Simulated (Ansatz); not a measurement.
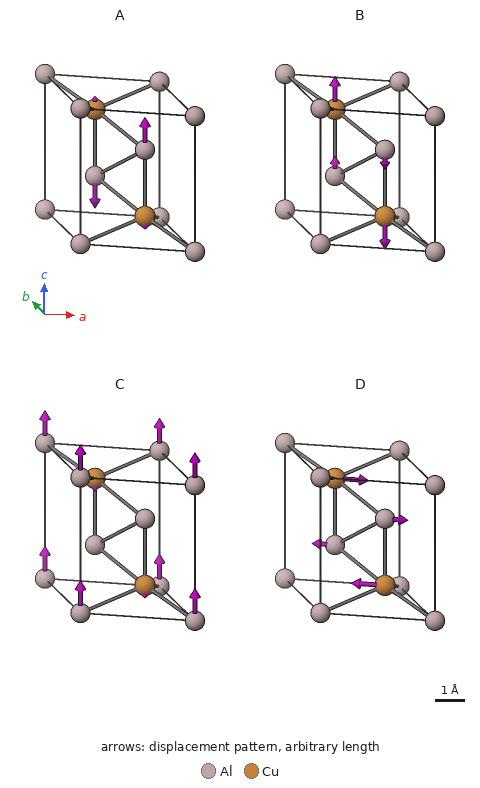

Four optical modes of crystalline Al3Cu2 at the zone centre, in no order (one member of each degenerate set). Displacements are drawn as purple arrows; their common scale and sign are arbitrary. The picture is a ball-and-stick view of the cell of the calculation, seen slightly off an axis.

Theory: DFT PBEsol, scalar-relativistic, plane waves, PAW in Ansatz 0.2.0. Set-up: plane-wave cutoff 420 eV; k-point mesh 12 × 12 × 8; occupations fermi dirac; smearing width 0.15 eV; no spin polarisation.

The frequencies depend somewhat on the k-mesh and the smearing.

### Order them from the lowest to the highest frequency (imaginary ones first).

D (125 cm⁻¹), B (154 cm⁻¹), C (183 cm⁻¹), A (355 cm⁻¹). D, E_g: The Al (1a) atoms stay at rest; all motion is along a; atoms of one kind move against one another, with no net shift of any sublattice; the kinetic energy is shared as Cu 86 %, Al 14 %. B, A₁g: The Al (1a) atoms stay at rest; all motion is along c; atoms of one kind move against one another, with no net shift of any sublattice; the kinetic energy is shared as Cu 91 %, Al 9 %. C, A₂u: The Al (2d) atoms hardly move; the Al (1a) sublattice moves against the Cu sublattice, along c; the kinetic energy is shared as Al 84 %, Cu 16 %. A, A₁g: The Al (1a) atoms stay at rest; all motion is along c; atoms of one kind move against one another, with no net shift of any sublattice; the kinetic energy is shared as Al 91 %, Cu 9 %. The crystal is metallic in this run.
